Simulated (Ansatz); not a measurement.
# Direct or indirect: PbO2 sheet (P-3m1)

```
CELL_PARAMETERS angstrom
3.41326 0.00000 0.00000
1.70663 2.95597 0.00000
0.00000 0.00000 17.12000
ATOMIC_POSITIONS crystal
Pb 0.33333 0.33333 0.50000
O 0.00000 0.00000 0.43797
O 0.66667 0.66667 0.56203
```

Method: Ansatz, PBE, independent particles, without spin-orbit coupling, line width 0.15 eV (Gaussian). The band structure gives a fundamental gap of 1.28 eV. The spectrum of vertical transitions near the edge:

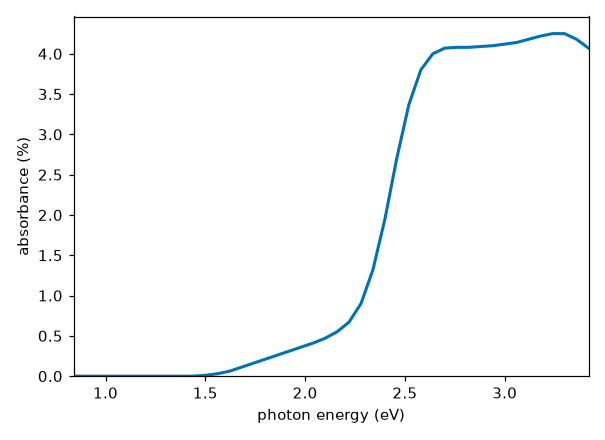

(1) Is the gap direct or indirect, and about where do vertical transitions set in?

Results:

(1) Indirect, by the band path, whose least direct gap is 1.63 eV. The curves fit this: they stay near zero above 1.28 eV and rise only from about 1.6 eV, though a forbidden direct transition would look alike. Lines are broadened by 0.15 eV, which spreads the edge, and phonons, which would give weak absorption from the fundamental gap up, are left out. Along the first axis the transitions at the gap are weak, so the curve there climbs slowly.

Note: cells built here by substitution need not match a known phase.

[Logs are printed without paths, hosts, clocks, repeated set-up lines and the standing remarks that a program may print on its own settings, such as how far it seeks lower states.]
